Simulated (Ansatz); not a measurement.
**Transmission past a defect: Au wire along [110], 4 atoms a period, NO placed on top of one Au**

Aim: how much does this defect scatter, and at which energies?

Method: DFT PBE, plane waves, PAW; relaxation of a wire's period, in the first sound run; inputs show where later runs differ, in Ansatz 0.2.0.

## (1) The structure

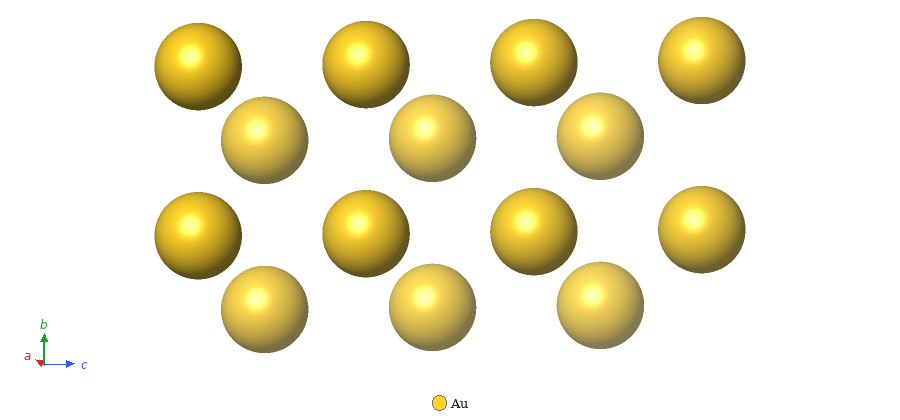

The cell as given, from the side, with the c axis across the page (gold yellow). 1×1×3 cells are drawn. Some periodic images of atoms are drawn too.

The cell holds 4 atoms: 4 Au. Cell: a = 8.880 Å, b = 11.212 Å, c = 2.942 Å, α = 90.0°, β = 90.0°, γ = 90.0°. Vacuum lies along a and b. The structure's axis is c.

## (2) The relaxed wire

Band widths follow the bond lengths, so the wire is relaxed first. The atoms and the third cell vector are free; the box across stays fixed as vacuum. A Fermi-Dirac smearing is set since the result may be a metal. The pressure printed is a third of the stress's trace over the whole box, vacuum included; only the stress along the axis is relaxed.

File input.yaml:

```yaml
crystal:
  lattice:
    - [8.88, 0.0, 0.0]
    - [0.0, 11.212, 0.0]
    - [0.0, 0.0, 2.9415642097]
  atoms:
    - { symbol: Au, position: [0.382882883, 0.696784366, 0.0] }
    - { symbol: Au, position: [0.382882883, 0.434425803, 0.0] }
    - { symbol: Au, position: [0.617117117, 0.303246522, 0.5] }
    - { symbol: Au, position: [0.617117117, 0.565605085, 0.5] }
kpoints:
  mp_grid: { grid: [1, 1, 28] }
scf:
  occupations: { method: fermi_dirac, width: 0.05 }
hamiltonian:
  xc: pbe
relax:
  cell: { fix: [a, b, alpha, beta, gamma] }
  max_steps: 60
```

Started as:

```console
ansatz run input.yaml --threads 4 --pin off --max-ram 16384MiB --backend cpu --events-out ev --progress --plain --runs-dir out
```

Numbers of over 12 decimals in the logs are rounded to 6 here.

The program printed:

```text
Engine: ansatz 0.2.0, aarch64-unknown-linux-gnu
Pseudopotentials: kind: paw
Pseudopotential: Au, paw, valence charge 19, recommended cutoff 420 eV (normal), Au.paw.azcp
Functional definition: PBE
  parameter kappa = 0.804
  parameter beta = 0.066725
  exchange = pbe_x(kappa = kappa, mu = beta*pi^2/3)
  correlation = pbe_c(beta = beta)
Crystal: 4 atoms, lattice volume = 292.870 Å³
Basis set: ecut = 420 eV, 5669 PW (Γ), exchange–correlation on 120×150×40 points (8 copies of the dense FFT grid, shifted against one another)
Bands: 46, of which v1, the nominal top of the filled ones, is band 38 counted from 1 (37 counted from 0)
Symmetry: 4 space group operations
Space group: P21/m (ITA 11), of the structure as read, at distance tolerance 6.6e-5 Å
k-points: 15 of 28
Non-local potential: Au, projectors of the file, l = 0: 3, l = 1: 2, l = 2: 2, l = 3: 1
PAW form: soft (Blöchl's): semilocal exchange-correlation on the pseudo side does not see the compensation charge
PAW one-centre angular grid: Au, 590 points (default); XC on 64 Gauss nodes
Initial density: superposition of atomic densities (neutral atoms: chi_scale 0, normalization atom), corrected by the library's trained network
Initial wavefunctions: pseudopotential atomic-orbital guess
Functional: x = pbe(κ = 0.804, μ = 0.219515), c = pbe(β = 0.066725)
SCF iter   1: F=—  HF=-52593.744386 eV  |F-HF|=—  |Δ(HF+E_count)|=         —  Δρ=2.39e-3  dr2=3.81e-2  ethr=1.77e-3  ⟨swp⟩=7.1  Hψ=2851  notcnv=0  defer=3
preconditioner: auto → LDOS  [metal: Δε(μ)=0.033 eV  Ē_g=6.769 eV  σ=0.050 eV  W_gap=0.16  n_scr=34 (ndim 8)  ℏωp=14.4 eV  f_vac=0.614  D(μ)=2.70/eV (n_scr^D=10)  β→1.0]
SCF iter   2: F=—  HF=-52593.745154 eV  |F-HF|=—  |Δ(HF+E_count)|=   7.68e-4  Δρ=1.73e-3  dr2=1.51e-2  ethr=5.01e-5  ⟨swp⟩=2.5  Hψ=1248  notcnv=0  defer=20
SCF iter   3: F=—  HF=-52593.742986 eV  |F-HF|=—  |Δ(HF+E_count)|=   2.17e-3  Δρ=6.46e-4  dr2=3.56e-3  ethr=1.99e-5  ⟨swp⟩=2.1  Hψ=1125  notcnv=0  defer=20
SCF iter   4: F=—  HF=-52593.742275 eV  |F-HF|=—  |Δ(HF+E_count)|=   7.11e-4  Δρ=2.26e-4  dr2=4.26e-4  ethr=4.69e-6  ⟨swp⟩=2.0  Hψ=1043  notcnv=0  defer=20
SCF iter   5: F=—  HF=-52593.742193 eV  |F-HF|=—  |Δ(HF+E_count)|=   8.18e-5  Δρ=7.75e-5  dr2=3.96e-5  ethr=5.60e-7  ⟨swp⟩=2.0  Hψ=1039  notcnv=0  defer=20
SCF iter   6: F=—  HF=-52593.741887 eV  |F-HF|=—  |Δ(HF+E_count)|=   3.06e-4  Δρ=2.39e-5  dr2=2.08e-6  ethr=5.21e-8  ⟨swp⟩=2.0  Hψ=1009  notcnv=0  defer=20
SCF iter   7: F=—  HF=-52593.741888 eV  |F-HF|=—  |Δ(HF+E_count)|=   4.76e-7  Δρ=1.33e-5  dr2=6.59e-7  ethr=2.74e-9  ⟨swp⟩=2.0  Hψ=1007  notcnv=0  defer=20
SCF iter   8: F=-52593.741888 eV  HF=-52593.741888 eV  |F-HF|=1.89e-8  |Δ(HF+E_count)|=   1.25e-7  Δρ=3.12e-6  dr2=5.31e-8  ethr=1.32e-10  ⟨swp⟩=3.4  Hψ=2881  notcnv=0
SCF 1 converged in 8 iterations: F = -52593.741888 eV  dr2 = 5.31e-8
  greatest PAW one-centre occupation: 1.000 electrons in one spin orbital (limit 2), on the Au atom at site 3 (counted from 0), in its partial waves of l = 0
relax step   1: F+E_penalty+E_count = -52593.74188753 eV  Δ(F+E_penalty+E_count) = +0.000e0 eV  max|allowed force component| = 7.012e-1 eV/Å  Δτ_max = 0.0000 Å  P = -2.475 GPa  Ω = 292.870 Å³  fix = [a, b, alpha, beta, gamma]  reactions: a -1.108, b -1.753 GPa; gamma -0.646 GPa/rad  (8 SCF iters, dr2 threshold 1.00e-7 eV, accepted)
Crystal: 4 atoms, lattice volume = 278.524 Å³
Basis set: ecut = 420 eV, 5481 PW (Γ), exchange–correlation on 120×150×40 points (8 copies of the dense FFT grid, shifted against one another)
Initial density: handed on by an earlier stage of this run
Initial wavefunctions: those handed on with the density
iter 1 solved again at ethr=1.22e-4 eV; its pass at ethr=3.10e-3 eV (dr2=9.24e-2 eV) is discarded
SCF iter   1: F=—  HF=-52594.133905 eV  |F-HF|=—  |Δ(HF+E_count)|=         —  Δρ=5.45e-3  dr2=9.37e-2  ethr=1.22e-4  ⟨swp⟩=1.8  Hψ=3688  notcnv=0
preconditioner: auto → LDOS  [metal: Δε(μ)=0.037 eV  Ē_g=7.269 eV  σ=0.050 eV  W_gap=0.18  n_scr=36 (ndim 8)  ℏωp=14.8 eV  f_vac=0.629  D(μ)=3.00/eV (n_scr^D=14)  β→1.0]
SCF iter   2: F=—  HF=-52594.137750 eV  |F-HF|=—  |Δ(HF+E_count)|=   3.85e-3  Δρ=5.07e-3  dr2=1.08e-1  ethr=1.22e-4  ⟨swp⟩=3.5  Hψ=1475  notcnv=0
SCF iter   3: F=—  HF=-52594.112865 eV  |F-HF|=—  |Δ(HF+E_count)|=   2.49e-2  Δρ=6.16e-4  dr2=9.97e-4  ethr=1.22e-4  ⟨swp⟩=2.5  Hψ=1181  notcnv=0  defer=6
SCF iter   4: F=—  HF=-52594.112873 eV  |F-HF|=—  |Δ(HF+E_count)|=   8.15e-6  Δρ=2.77e-4  dr2=2.89e-4  ethr=1.31e-6  ⟨swp⟩=2.1  Hψ=1400  notcnv=0  defer=11
SCF iter   5: F=—  HF=-52594.112640 eV  |F-HF|=—  |Δ(HF+E_count)|=   2.33e-4  Δρ=8.18e-5  dr2=2.86e-5  ethr=3.81e-7  ⟨swp⟩=2.0  Hψ=1006  notcnv=0  defer=11
SCF iter   6: F=—  HF=-52594.112643 eV  |F-HF|=—  |Δ(HF+E_count)|=   3.58e-6  Δρ=3.55e-5  dr2=5.72e-6  ethr=3.77e-8  ⟨swp⟩=2.0  Hψ=1011  notcnv=0  defer=11
SCF iter   7: F=—  HF=-52594.112643 eV  |F-HF|=—  |Δ(HF+E_count)|=   4.40e-7  Δρ=1.17e-5  dr2=4.91e-7  ethr=7.52e-9  ⟨swp⟩=2.0  Hψ=1007  notcnv=0  defer=11
SCF iter   8: F=-52594.112643 eV  HF=-52594.112643 eV  |F-HF|=2.14e-8  |Δ(HF+E_count)|=   3.53e-9  Δρ=3.97e-6  dr2=4.32e-8  ethr=5.26e-10  ⟨swp⟩=5.0  Hψ=2512  notcnv=0
SCF 2 converged in 8 iterations: F = -52594.112643 eV  dr2 = 4.32e-8
relax step   2: F+E_penalty+E_count = -52594.11264278 eV  Δ(F+E_penalty+E_count) = -3.708e-1 eV  max|allowed force component| = 6.808e-1 eV/Å  Δτ_max = 0.1519 Å  P = +0.338 GPa  Ω = 278.524 Å³  energy of the carried Pulay correction = +1.171e-3 eV  fix = [a, b, alpha, beta, gamma]  reactions: a +1.151, b +0.889 GPa; gamma +0.043 GPa/rad  (8 SCF iters, dr2 threshold 4.00e-7 eV, accepted)
Crystal: 4 atoms, lattice volume = 271.461 Å³
Basis set: ecut = 420 eV, 5357 PW (Γ), exchange–correlation on 120×150×40 points (8 copies of the dense FFT grid, shifted against one another)
iter 1 solved again at ethr=2.79e-5 eV; its pass at ethr=3.10e-3 eV (dr2=2.12e-2 eV) is discarded
SCF iter   1: F=—  HF=-52594.234872 eV  |F-HF|=—  |Δ(HF+E_count)|=         —  Δρ=3.10e-3  dr2=1.98e-2  ethr=2.79e-5  ⟨swp⟩=2.4  Hψ=3429  notcnv=0
preconditioner: auto → LDOS  [metal: Δε(μ)=0.104 eV  Ē_g=7.405 eV  σ=0.050 eV  W_gap=0.48  n_scr=40 (ndim 8)  ℏωp=14.9 eV  f_vac=0.621  D(μ)=2.06/eV (n_scr^D=10)  β→1.0]
SCF iter   2: F=—  HF=-52594.234564 eV  |F-HF|=—  |Δ(HF+E_count)|=   3.08e-4  Δρ=2.08e-3  dr2=1.60e-2  ethr=2.60e-5  ⟨swp⟩=2.1  Hψ=1313  notcnv=0
SCF iter   3: F=—  HF=-52594.229971 eV  |F-HF|=—  |Δ(HF+E_count)|=   4.59e-3  Δρ=5.01e-4  dr2=8.23e-4  ethr=2.11e-5  ⟨swp⟩=2.1  Hψ=1141  notcnv=0
SCF iter   4: F=—  HF=-52594.229752 eV  |F-HF|=—  |Δ(HF+E_count)|=   2.20e-4  Δρ=9.40e-5  dr2=5.26e-5  ethr=1.08e-6  ⟨swp⟩=2.0  Hψ=1120  notcnv=0
SCF iter   5: F=—  HF=-52594.229582 eV  |F-HF|=—  |Δ(HF+E_count)|=   1.70e-4  Δρ=3.98e-5  dr2=9.10e-6  ethr=6.92e-8  ⟨swp⟩=2.0  Hψ=985  notcnv=0
SCF iter   6: F=—  HF=-52594.229581 eV  |F-HF|=—  |Δ(HF+E_count)|=   1.03e-6  Δρ=1.83e-5  dr2=1.44e-6  ethr=1.20e-8  ⟨swp⟩=2.0  Hψ=1014  notcnv=0
SCF iter   7: F=-52594.229580 eV  HF=-52594.229581 eV  |F-HF|=1.50e-7  |Δ(HF+E_count)|=   4.42e-8  Δρ=5.60e-6  dr2=2.45e-7  ethr=5.26e-10  ⟨swp⟩=5.1  Hψ=2557  notcnv=0
SCF 3 converged in 7 iterations: F = -52594.229580 eV  dr2 = 2.45e-7
relax step   3: F+E_penalty+E_count = -52594.22958047 eV  Δ(F+E_penalty+E_count) = -1.169e-1 eV  max|allowed force component| = 2.221e-1 eV/Å  Δτ_max = 0.0802 Å  P = +0.134 GPa  Ω = 271.461 Å³  energy of the carried Pulay correction = +1.770e-3 eV  fix = [a, b, alpha, beta, gamma]  reactions: a +0.482, b +0.364 GPa; gamma +0.015 GPa/rad  (7 SCF iters, dr2 threshold 4.00e-7 eV, accepted)
[...]
relax step   4: F+E_penalty+E_count = -52594.24504456 eV  Δ(F+E_penalty+E_count) = -1.546e-2 eV  max|allowed force component| = 2.110e-2 eV/Å  Δτ_max = 0.0862 Å  P = +0.030 GPa  Ω = 269.791 Å³  energy of the carried Pulay correction = +1.914e-3 eV  fix = [a, b, alpha, beta, gamma]  reactions: a +0.166, b +0.076 GPa; gamma +0.028 GPa/rad  (7 SCF iters, dr2 threshold 4.00e-7 eV, accepted)
[...]
relax step   5: F+E_penalty+E_count = -52594.24526532 eV  Δ(F+E_penalty+E_count) = -2.208e-4 eV  max|allowed force component| = 2.681e-2 eV/Å  Δτ_max = 0.0174 Å  P = +0.069 GPa  Ω = 268.668 Å³  energy of the carried Pulay correction = +2.011e-3 eV  fix = [a, b, alpha, beta, gamma]  reactions: a +0.057, b +0.003 GPa; gamma -0.018 GPa/rad  (7 SCF iters, dr2 threshold 5.88e-8 eV, accepted)
[...]
relax step   6: F+E_penalty+E_count = -52594.24568232 eV  Δ(F+E_penalty+E_count) = -4.170e-4 eV  max|allowed force component| = 6.339e-3 eV/Å  Δτ_max = 0.0187 Å  P = +0.051 GPa  Ω = 269.220 Å³  energy of the carried Pulay correction = +1.963e-3 eV  fix = [a, b, alpha, beta, gamma]  reactions: a +0.115, b +0.048 GPa; gamma -0.005 GPa/rad  (7 SCF iters, dr2 threshold 5.45e-8 eV, accepted)
Initial wavefunctions: pseudopotential atomic-orbital guess (no wavefunctions were taken with the density)
iter 1 solved again at ethr=7.35e-7 eV; its pass at ethr=3.10e-3 eV (dr2=5.59e-4 eV) is discarded
SCF iter   1: F=—  HF=-52594.243681 eV  |F-HF|=—  |Δ(HF+E_count)|=         —  Δρ=1.35e-4  dr2=7.48e-6  ethr=7.35e-7  ⟨swp⟩=3.3  Hψ=4692  notcnv=0
preconditioner: auto → LDOS  [metal: Δε(μ)=0.006 eV  Ē_g=7.422 eV  σ=0.050 eV  W_gap=0.03  n_scr=40 (ndim 8)  ℏωp=15.0 eV  f_vac=0.617  D(μ)=2.20/eV (n_scr^D=10)  β→1.0]
SCF iter   2: F=—  HF=-52594.243694 eV  |F-HF|=—  |Δ(HF+E_count)|=   1.27e-5  Δρ=3.03e-5  dr2=1.54e-6  ethr=9.84e-9  ⟨swp⟩=2.1  Hψ=1263  notcnv=0
SCF iter   3: F=—  HF=-52594.243453 eV  |F-HF|=—  |Δ(HF+E_count)|=   2.41e-4  Δρ=1.62e-5  dr2=6.96e-7  ethr=2.03e-9  ⟨swp⟩=2.0  Hψ=1262  notcnv=0
SCF iter   4: F=—  HF=-52594.243452 eV  |F-HF|=—  |Δ(HF+E_count)|=   1.87e-7  Δρ=4.27e-6  dr2=4.58e-8  ethr=9.15e-10  ⟨swp⟩=2.0  Hψ=1000  notcnv=0
SCF iter   5: F=—  HF=-52594.243452 eV  |F-HF|=—  |Δ(HF+E_count)|=   1.17e-8  Δρ=1.15e-6  dr2=8.99e-9  ethr=6.03e-11  ⟨swp⟩=2.5  Hψ=1241  notcnv=0
SCF iter   6: F=—  HF=-52594.243452 eV  |F-HF|=—  |Δ(HF+E_count)|=   2.13e-9  Δρ=2.86e-7  dr2=2.17e-10  ethr=1.18e-11  ⟨swp⟩=2.1  Hψ=1021  notcnv=0
SCF iter   7: F=-52594.243452 eV  HF=-52594.243452 eV  |F-HF|=3.64e-11  |Δ(HF+E_count)|=    0.00e0  Δρ=7.82e-8  dr2=2.49e-11  ethr=1.00e-12  ⟨swp⟩=5.3  Hψ=2699  notcnv=0
SCF 7 converged in 7 iterations: F = -52594.243452 eV  dr2 = 2.49e-11
relax step   7: F+E_penalty+E_count = -52594.24345234 eV  Δ(F+E_penalty+E_count) = +2.230e-3 eV  max|allowed force component| = 6.227e-3 eV/Å  Δτ_max = 0.0000 Å  P = +0.052 GPa  Ω = 269.220 Å³  fix = [a, b, alpha, beta, gamma]  reactions: a +0.117, b +0.049 GPa; gamma -0.004 GPa/rad  stress off target by 1.01e-2 GPa on what of the cell is left free  SCF on the basis re-selected at this cell (its energy is not comparable with the rows above)  (7 SCF iters)
basis re-selected at this cell: Δ(F+E_penalty+E_count) = +2.230e-3 eV, ΔP = +0.001 GPa vs the last step (what re-selecting the basis moved, of the pressure what is left beyond the Pulay correction that the steps carried, after the strain that the cell walked since its last selection, with what the two solves' SCF thresholds leave and, on support functions, any second-order correction that the steps lacked; it is no m [...]
SCF converged after 7 iterations
Free energy (F): -52594.243452 eV
Harris-Foulkes:  -52594.243452 eV  (|F-HF|=3.64e-11)
Internal energy: -52594.226462 eV  (E = F + TS)
E sigma→0 (E₀):  -52594.234957 eV
Entropy (-TS):   -0.016990 eV (-4.248 meV/atom)
Fermi energy:    1.229814 eV
--- Per-component energies (eV) ---
  E_band       = -2220.685413
  E_kinetic    = 2420.328427
  E_local      = -30404.877549  (includes V_loc(G=0)·N_el)
  E_nonlocal   = 298.801354
  E_hartree    = 14005.222044
  E_xc         = -907.280679
  E_vxc        = -1093.815982  (∫ρ·V_xc dr)
  E_paw        = -38829.548493  (= ΣΔE_a)
  E_vpaw       = -1451.571903  (= ΣTr[D̂ρ^β])
  E_aug_tail   = 0.005693  (compensation charges beyond the density's cutoff)
  E_ewald      = 823.122740
  E_smearing   = -0.016990  (= −TS)
  E_closure    = 0.000000  (closes the sum)
  Σ components = -52594.243452   (vs F -52594.243452, Δ=0.00e0)
--- Forces (eV/Å), atoms counted from 1 ---
  atom   1  Au    -0.00065317     0.00202156     0.00000000
  atom   2  Au    -0.00338593    -0.00622735     0.00000000
  atom   3  Au     0.00065317    -0.00202156     0.00000000
  atom   4  Au     0.00338593     0.00622735     0.00000000
  max |Σ_I F_I| component: 4.34e-19 eV/Å
--- Stress (GPa, compression-positive) ---
        0.116608       0.004206       0.000000
        0.004206       0.048825       0.000000
        0.000000       0.000000      -0.010105
  P = ⅓ Tr σ = 0.0518 GPa (0.518 kbar)
--- Relaxed structure (6 steps of the walk, 6 accepted, 1 SCFs on fresh bases) ---
  F+E_penalty+E_count = -52594.24345234 eV   max|allowed force component| = 6.227e-3 eV/Å   (the final SCF, on the basis selected at the relaxed cell)
  cell:  # Å, volume = 269.2200 Å³
    - [8.88, 0, 0.0]
    - [0, 11.212, 0.0]
    - [0.0, 0.0, 2.704028]
  atoms:
    - { symbol: Au, position: [0.386951, 0.681461, 0.0] }
    - { symbol: Au, position: [0.372070, 0.431110, 0.0] }
    - { symbol: Au, position: [0.613049, 0.318569, 0.500000] }
    - { symbol: Au, position: [0.627930, 0.568921, 0.500000] }
```

It took 14 s on 4 threads of Arm Neoverse V2, shared host; peak memory 0.66 GiB; 53 s of CPU time.

The steps of the relaxation:

```tsv
step	energy less that of the first step (eV)	largest force component (eV/Å)	pressure (GPa)	volume (Å³)
1	0.0000	0.7012	-2.48	292.87
2	-0.3708	0.6808	0.34	278.52
3	-0.4877	0.2221	0.13	271.46
4	-0.5032	0.0211	0.03	269.79
5	-0.5034	0.0268	0.07	268.67
6	-0.5038	0.0063	0.05	269.22
7*	-0.5016	0.0062	0.05	269.22
```

Relaxation steps marked * repeat the geometry before them on a plane-wave basis chosen anew for their cell, so energy and pressure can jump there.

The run keeps the 4 symmetry operations that it works with, so distortions that break them were not tested.

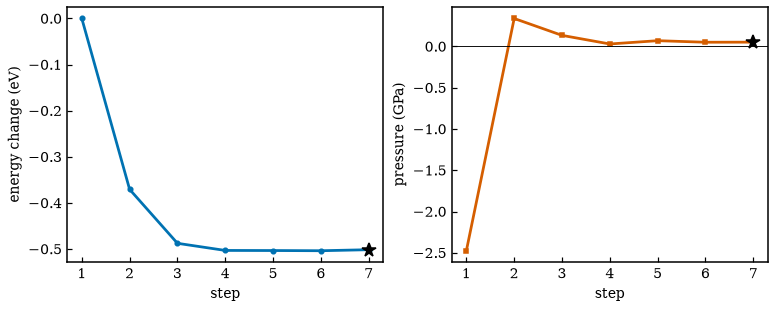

Energy and pressure along the relaxation. Stars mark steps on a basis chosen anew.

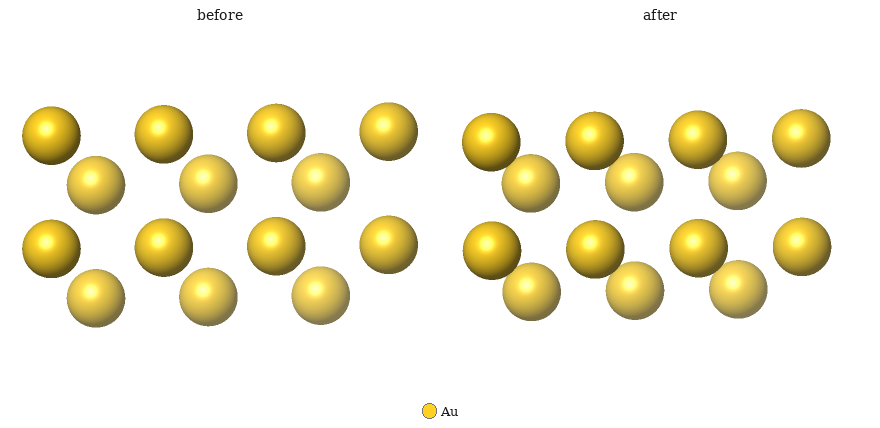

Before and after, at one scale.

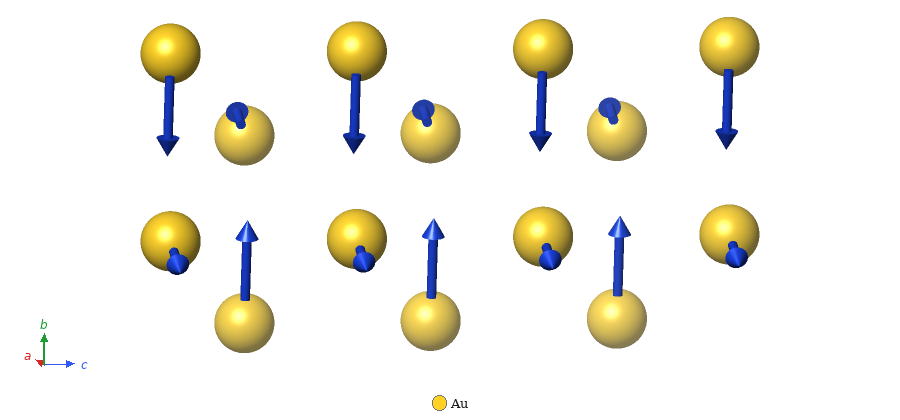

Displacements in the relaxation, exaggerated, measured against the changing cell; the longest in the cell stands for 0.18 Å. 1×1×3 cells are drawn. Some periodic images of atoms are drawn too.

```tsv
cell as run	before	after	change
c (Å)	2.942	2.704	-8.1 %
```

The atoms that moved most (Å, along periodic axes as changes of fractional coordinates times the final cell, across vacuum about the mean position):

```tsv
atom	dx	dy	dz	length
Au3	-0.036	0.172	0.000	0.176
Au1	0.036	-0.172	0.000	0.176
Au2	-0.096	-0.037	0.000	0.103
Au4	0.096	0.037	0.000	0.103
```

Numbers from this step:

* energy at zero smearing: -52594.2350 eV
* cell length along the wire: 2.704 Å

The cell's length comes to 2.704 Å with spin left out.

[end of part 1 of 4]

[Logs are printed without paths, hosts, clocks, repeated set-up lines and the standing remarks that a program may print on its own settings, such as how far it seeks lower states.]

[Hosts, paths, dates, database ids (printed as entryN), source tags and the programs' standing remarks are cut or masked in the printed files.]
